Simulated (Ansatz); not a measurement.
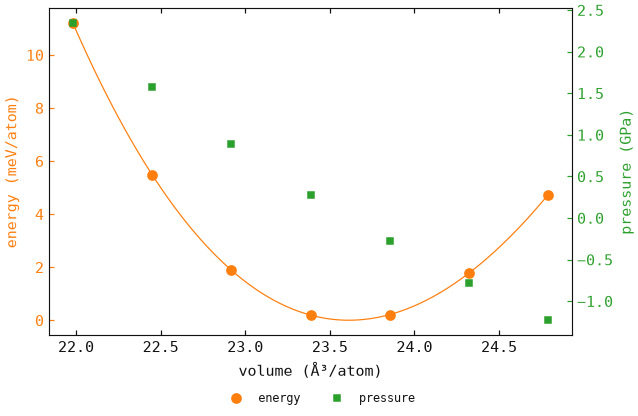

Energy and pressure against volume for Na₂S, space group Fm-3m (No. 225).

A third-order Birch–Murnaghan fit gives V0 = 23.61 Å³/atom, B0 = 28.1 GPa and B′ = 4.3. The energy is 11.19 meV/atom at volume 21.98 Å³/atom and 4.72 meV/atom at 24.79 Å³/atom; the lowest computed point is at volume 23.39 Å³/atom (0.19 meV/atom). The pressure falls from 2.34 GPa at volume 21.98 Å³/atom to −1.23 GPa at 24.79 Å³/atom, and changes sign near 23.62 Å³/atom.

Calculation (Ansatz 0.2.0): plane-wave DFT, no spin polarisation; energies at scaled volumes of the given cell, shape and fractions fixed, counted from the fit's minimum, third-order Birch-Murnaghan fit. Level: PBE.

- k mesh: 7×7×7
- occupations: Fermi–Dirac
- smearing width: 0.05 eV
- potentials: Ansatz PAW
- wave cutoff: 420 eV
- density cutoff: 1680 eV

Cell as given: a = 4.629 Å, b = 4.629 Å, c = 4.629 Å, α = 60.00°, β = 60.00°, γ = 60.00°; 3 atoms.
